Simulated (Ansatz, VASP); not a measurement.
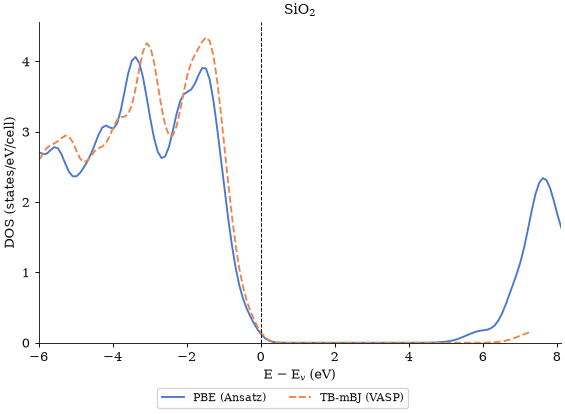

Total densities of states of rutile-type SiO₂, space group P4_2/mnm (No. 136), 6 atoms in the cell (a = 4.233 Å, c = 2.693 Å (tetragonal axes)), by two methods on the same cell. The DOS curves are built from the levels of the k mesh with Gaussians 0.55 eV wide, which also blur the band edges; ripples of that width can come from the mesh. Each is counted from its own valence-band top.

**How do the methods compare?**

PBE (Ansatz) gives a gap of 5.03 eV and TB-mBJ (VASP) gives a gap of 6.49 eV.

Settings. PBE (Ansatz): Ansatz PAW, no spin polarisation, no spin-orbit coupling, 6×6×10 k mesh, 420 eV cutoff, Fermi-Dirac smearing of 0.05 eV (Ansatz). TB-mBJ (VASP): VASP PAW PBE potentials, release 64 (Si, O), no spin polarisation, no spin-orbit coupling, 6×6×10 k mesh, 520 eV cutoff, Gaussian smearing of 0.02 eV (VASP 6.6.1).

Gaps are the smallest over all k points computed. The two runs differ in program as well. The usual form of SiO2 is α-quartz. LDA, GGA and most meta-GGA functionals understate gaps. TB-mBJ (VASP): the PAW data sets were made with another functional. TB-mBJ (VASP): this is a model potential built to give gaps, with no total energy.
